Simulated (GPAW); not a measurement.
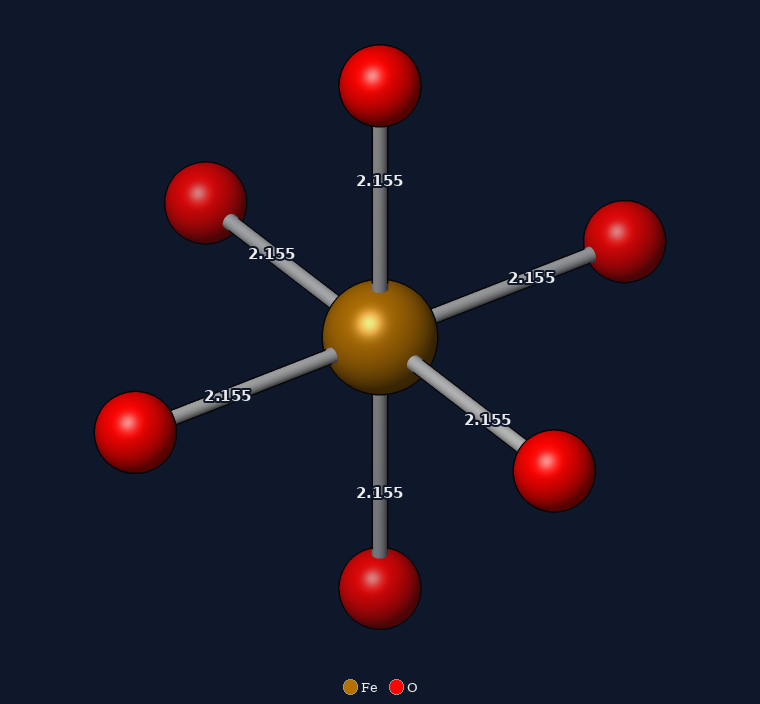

The surroundings of site Fe1 (at 0.000, 0.000, 0.000) in FeO (Fm-3m), with bond lengths in Å.

Origin of the cell: an entry of the Crystallography Open Database, as set up for an electronic-structure calculation.

```
Fe O
1.0
     4.31080    0.00000    0.00000
     0.00000    4.31080    0.00000
     0.00000    0.00000    4.31080
Fe O
4 4
Direct
  0.00000 0.00000 0.00000
  0.00000 0.50000 0.50000
  0.50000 0.00000 0.50000
  0.50000 0.50000 0.00000
  0.50000 0.00000 0.00000
  0.50000 0.50000 0.50000
  0.00000 0.00000 0.50000
  0.00000 0.50000 0.00000
```

Bond valence s = exp((R0 − d)/b), R0 fitted to published crystal structures with b = 0.37 Å, summed over all anions within 5 Å; R0 in Å: Fe2+–O 1.723; Fe3+–O 1.747.

Q: Which oxidation state of Fe do these bonds support?

A: With the Fe2+ parameters the computed sum is 6 × 0.311 = 1.87. With the Fe3+ parameters the computed sum is 6 × 0.332 = 1.99. The sum matches its own assumption best for Fe2+, which also balances the formula's charge.

Q: And over the whole structure?

A:
```csv
site,"x, y, z",formal valence,bond-valence sum,difference
Fe1,"0.000, 0.000, 0.000",+2,1.91,-0.09
O1,"0.500, 0.000, 0.000",−2,1.91,-0.09
```

These sums include all anions within 5 Å. The global instability index (root mean square of the differences over all atoms) is 0.09 v.u.: little strain. The cell was not relaxed for this table, and a volume that is off by a few per cent shifts all sums together.
